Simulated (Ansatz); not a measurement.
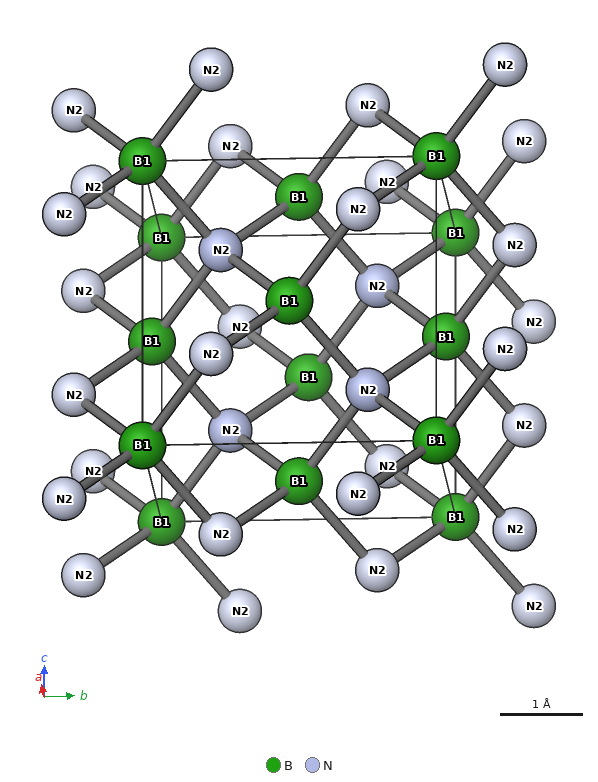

The structure (ball-and-stick view of the cell 4 times as large as that of the calculation, set on its symmetry axes, seen at an oblique angle; neighbours outside the cell are drawn fainter; atoms are numbered from 1 in the order of the input).

# Single-point calculation, with input and output: BN

BN (F-43m, 2 atoms in the cell), computed with DFT r2SCAN, scalar-relativistic, plane waves, PAW, no spin polarisation (Ansatz 0.2.0).

The structure derives from an entry of the Crystallography Open Database. Figures and captions count atoms from 1; the log counts them from 0 in places.

Output:
```
scf.n_extra_bands = 9 over 4 filled bands (N_el = 8.0): the run solves 13 bands
Engine: ansatz 0.2.0, aarch64-unknown-linux-gnu
Pseudopotentials: kind: paw
Pseudopotential: B, paw, valence charge 3, recommended cutoff 500 eV (meta_gga), B.paw.azcp
Pseudopotential: N, paw, valence charge 5, recommended cutoff 500 eV (meta_gga), N.paw.azcp
Functional definition: r2SCAN
  parameter k0 = 0.174
  parameter k1 = 0.065
  parameter a1 = 4.9479
  exchange = r2scan_x(k0 = k0, k1 = k1, a1 = a1)
  correlation = r2scan_c
Crystal: 2 atoms, lattice volume = 11.758 Å³
Basis set: ecut = 500 eV, 307 PW (Γ), exchange–correlation on 80×80×80 points (64 copies of the dense FFT grid, shifted against one another)
Bands: 13, of which v1, the nominal top of the filled ones, is band 4 counted from 1 (3 counted from 0)
Symmetry: 24 space group operations
Space group: F-43m (ITA 216), of the structure as read, at distance tolerance 2.3e-5 Å
k-points: 72 of 1728 (time reversal used)
Non-local potential: B, projectors of the file, l = 0: 2, l = 1: 2, l = 2: 1
Non-local potential: N, projectors of the file, l = 0: 2, l = 1: 2, l = 2: 1
PAW form: soft (Blöchl's): semilocal exchange-correlation on the pseudo side does not see the compensation charge
PAW frozen core: B, regenerated for the run's functional (the file was generated under x = pbe(κ = 0.804, μ = 0.2195149727645171), c = pbe(β = 0.06672455060314922))
PAW frozen core: N, regenerated for the run's functional (the file was generated under x = pbe(κ = 0.804, μ = 0.2195149727645171), c = pbe(β = 0.06672455060314922))
PAW one-centre angular grid: B, 302 points (default); XC on 160 Gauss nodes
PAW one-centre angular grid: N, 302 points (default); XC on 160 Gauss nodes
Initial density: superposition of atomic densities (neutral atoms: chi_scale 0, normalization atom), corrected by the library's trained network
Initial wavefunctions: pseudopotential atomic-orbital guess
Functional: x = r2scan, c = r2scan; τ floored in thin density (d = 2e-4 eV/Å³)
SCF iter   1: F=—  HF=-543.914241 eV  |F-HF|=—  |Δ(HF+E_count)|=         —  Δρ=1.17e-2  dr2=1.22e-2  dr2_τ=3.29e-1  ethr=1.77e-3  ⟨swp⟩=4.9  Hψ=4941  notcnv=0  defer=92
preconditioner: auto → none  [insulator: Δε(μ)=4.946 eV  Ē_g=30.949 eV  σ=0.050 eV  W_gap=1.00  n_scr=0 (ndim 8)  ℏωp=30.6 eV  f_vac=0.000  D(μ)=0.00/eV (n_scr^D=0)  ε∞_Penn≈2.0]
SCF iter   2: F=—  HF=-544.006354 eV  |F-HF|=—  |Δ(HF+E_count)|=   9.21e-2  Δρ=6.53e-3  dr2=1.84e-3  dr2_τ=2.30e-4  ethr=1.53e-4  ⟨swp⟩=2.0  Hψ=2227  notcnv=0  defer=222
SCF iter   3: F=—  HF=-544.006603 eV  |F-HF|=—  |Δ(HF+E_count)|=   2.49e-4  Δρ=1.60e-3  dr2=1.11e-4  dr2_τ=2.91e-5  ethr=2.31e-5  ⟨swp⟩=1.5  Hψ=800  notcnv=0  defer=222
SCF iter   4: F=—  HF=-544.006617 eV  |F-HF|=—  |Δ(HF+E_count)|=   1.40e-5  Δρ=1.60e-4  dr2=1.56e-6  dr2_τ=1.72e-7  ethr=1.38e-6  ⟨swp⟩=1.7  Hψ=892  notcnv=0  defer=222
SCF iter   5: F=—  HF=-544.006617 eV  |F-HF|=—  |Δ(HF+E_count)|=   2.07e-7  Δρ=6.15e-5  dr2=3.62e-7  dr2_τ=1.70e-8  ethr=1.95e-8  ⟨swp⟩=2.4  Hψ=990  notcnv=0  defer=222
SCF iter   6: F=-544.006617 eV  HF=-544.006617 eV  |F-HF|=1.79e-9  |Δ(HF+E_count)|=   7.82e-9  Δρ=1.02e-5  dr2=8.27e-9  dr2_τ=2.50e-10  ethr=1.25e-9  ⟨swp⟩=11.3  Hψ=5506  notcnv=0
SCF 1 converged in 6 iterations: F = -544.006617 eV  dr2 = 8.27e-9
  greatest PAW one-centre occupation: 0.797 electrons in one spin orbital (limit 2), on the N atom at site 1 (counted from 0), in its partial waves of l = 0
NSCF: frozen V_eff on 86 k-points
NSCF: frozen V_eff on 195 k-points
SCF converged after 6 iterations
Free energy (F): -544.006617 eV
Harris-Foulkes:  -544.006617 eV  (|F-HF|=1.79e-9)
Internal energy: -544.006617 eV  (E = F + TS)
E sigma→0 (E₀):  -544.006617 eV
Fermi energy:    13.582533 eV
--- Per-component energies (eV) ---
  E_band       = 22.332046
  E_kinetic    = 186.172009
  E_local      = -174.768984  (includes V_loc(G=0)·N_el)
  E_nonlocal   = 55.887550
  E_hartree    = 49.520688
  E_xc         = -92.367571
  E_vxc        = -127.842250  (∫ρ·V_xc dr)
  E_paw        = -209.482358  (= ΣΔE_a)
  E_vpaw       = -23.157227  (= ΣTr[D̂ρ^β])
  E_aug_tail   = 0.000018  (compensation charges beyond the density's cutoff)
  E_vtau       = 7.000597  (kinetic-family band-sum trace: ∫τ·v_τ [+ j·A + Jᵃ·Aᵃ] dr)
  E_ewald      = -358.919961
  E_core_change = -0.048007  (= ΣΔE_core)
  E_smearing   = -0.000000  (= −TS)
  E_closure    = 0.000000  (closes the sum)
  Σ components = -544.006617   (vs F -544.006617, Δ=0.00e0)
--- Forces (eV/Å), atoms counted from 1 ---
  atom   1  B     -0.00000000     0.00000000     0.00000000
  atom   2  N      0.00000000     0.00000000     0.00000000
  max |Σ_I F_I| component: 7.59e-16 eV/Å
--- Stress (GPa, compression-positive) ---
        0.041600      -0.000000      -0.000000
       -0.000000       0.041600       0.000000
       -0.000000       0.000000       0.041600
  P = ⅓ Tr σ = 0.0416 GPa (0.416 kbar)
--- Band table (eV; the first three rows and the last of 72) ---
  k-point 0: bands = ["-10.2591", "11.0810", "11.0810", "11.0810", "20.6684", "20.6684", "20.6684", "22.1771", "37.2492", "39.8548", "39.8548", "40.9256", "40.9256"]
  k-point 1: bands = ["-10.0836", "10.1268", "10.8945", "10.8945", "20.8835", "20.9566", "20.9566", "22.7766", "37.0492", "37.7386", "37.7386", "40.6441", "43.8096"]
  k-point 2: bands = ["-9.5642", "7.9282", "10.4389", "10.4389", "21.1858", "21.6264", "21.6264", "24.2141", "36.1365", "36.1365", "36.4803", "40.4694", "47.7651"]
  k-point 71: bands = ["-4.2270", "3.0931", "3.8458", "4.3781", "21.4487", "25.3949", "26.5906", "26.7169", "31.8439", "38.2711", "42.1089", "46.0359", "55.7748"]
--- Löwdin populations: 2 sites ---
  site symbol       q [e]
     0      B      2.6447
     1      N      5.3247
  spilling = 0.003826 (of n_electrons = 8.000000)
--- Bader charges: 2 sites ---
  site symbol  charge [e]  shift [e]
     0      B      2.2560     0.0001
     1      N     -2.2560     0.0001
  estimated error of the sums over rays = 3.6e-4 e
```

File bader_charges.tsv:
```
# site	symbol	x_ang	y_ang	z_ang	partial_charge_e	electrons	volume_ang3	relative_density_drop	shared_charge_e	partial_wave_shift_e
# quadrature_error_electrons = 3.6e-4
0	B	0.0000	0.0000	0.0000	2.25603	2.74397	1.47	-	2.25603	0.00010
1	N	2.7072	2.7072	2.7072	-2.25603	9.25603	10.28	-	-2.25603	0.00010
```

File populations.tsv:
```
# site	symbol	l	j	q
# orbitals = lowdin
# n_electrons = 8.000000
# spilling = 0.003826
0	B	0_2S	-	0.639816
0	B	1_2P	-	2.004868
1	N	0_2S	-	1.192497
1	N	1_2P	-	4.132209
```

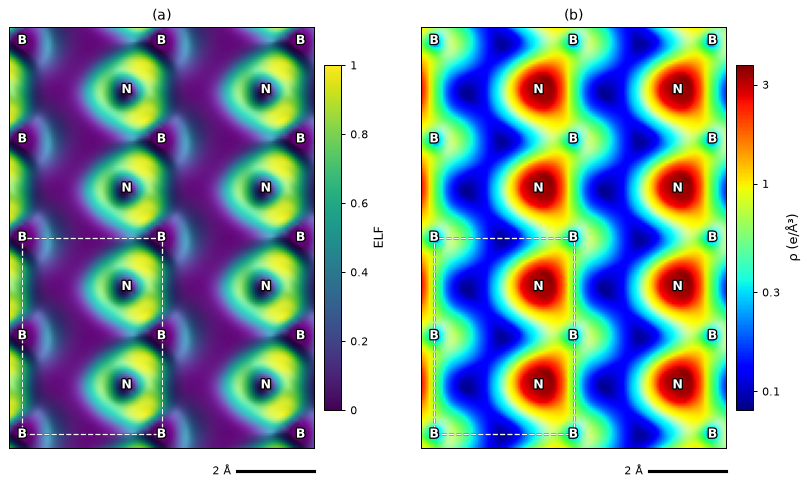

(a) electron localisation function; (b) valence charge density (pseudo) on the (011) plane of the conventional cell. Away from the nuclei the density in this plane falls to 0.08 e/Å³ at its lowest. The fields are those of the smooth PAW valence density.

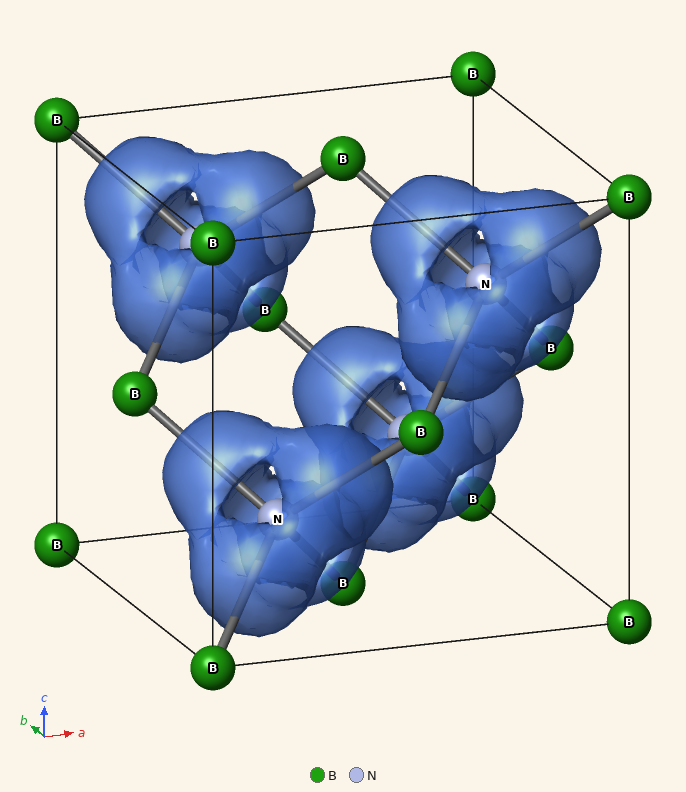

Isosurface of the ELF at 0.75 (blue), seen slightly off an axis. Core shells and regions of very low density are left out. Sticks mark near contacts. The outline is the cell set on symmetry axes. Along the contacts the grid gives the following. B–N (1.56 Å): the ELF peaks at about 0.95 between the atoms (a shared but strongly polarised pair).

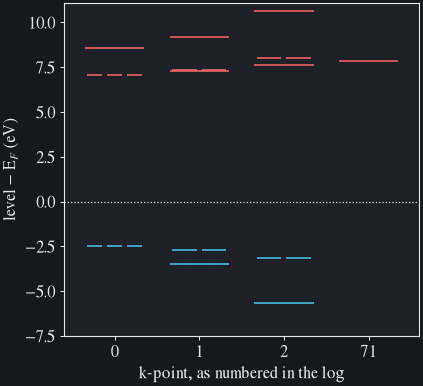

Kohn–Sham levels near the Fermi level (dotted) at the few k-points that the log prints; levels within 0.02 eV of each other stand side by side. Among these points the highest filled and lowest empty levels are 9.59 eV apart; the gap on the full mesh, 5.00 eV, has an edge at a point that isn't printed.

The run was set up as follows.

The input:
```yaml
crystal:
  lattice:
    - [0.0, 1.8048042025, 1.8048042025]
    - [1.8048042025, 0.0, 1.8048042025]
    - [1.8048042025, 1.8048042025, 0.0]
  atoms:
    - { symbol: B, position: [0.0, 0.0, 0.0] }
    - { symbol: "N", position: [0.75, 0.75, 0.75] }
basis:
  ecutwfc: 500
  ecutrho_ratio: 4
kpoints:
  mp_grid: { grid: [12, 12, 12] }
  band_path:
    path:
      - [[0.0, 0.0, 0.0], [-0.5, -0.5, 0.0], [-0.375, -0.375, 0.25]]
      - [[-0.375, 0.0, 0.375], [0.0, 0.0, 0.0], [0.0, 0.0, 0.5], [-0.5, -0.25, 0.25], [-0.5, -0.5, 0.0]]
    npoints: 14
hamiltonian:
  xc: r2scan
scf:
  occupations: { method: gaussian, width: 0.05 }
  n_extra_bands: 9
output:
  forces: true
  stress: true
  eigenvalues: true
  populations: true
  dos: { projected: true, de: 0.02, nscf_kmesh: { grid: [18, 18, 18] } }
  bader: true
  write_density: true
  write_potential: true
  elf: true
  volumetric_format: npy
```

Run as:
```bash
ansatz run input.yaml --threads 4 --pin off --max-ram 7168MiB --backend cpu --events-out ev --progress --plain --runs-dir out
```

Results in brief:

- outcome: converged
- space group (tolerance 0.01 Å): F-43m (216)
- electrons treated: 8
- free energy: −544.0066 eV
- Fermi energy: 13.583 eV
- gap on the k-point mesh: 5.00 eV
- gap on the band path: 5.00 eV
- pressure: 0.04 GPa
- largest force (length of the vector): under 0.001 eV/Å
- hardware: 4 threads of Arm Neoverse V1, 24 GiB of memory available, shared host
- wall time: 5.9 s (CPU time 22 s)
- peak memory: 0.31 GiB
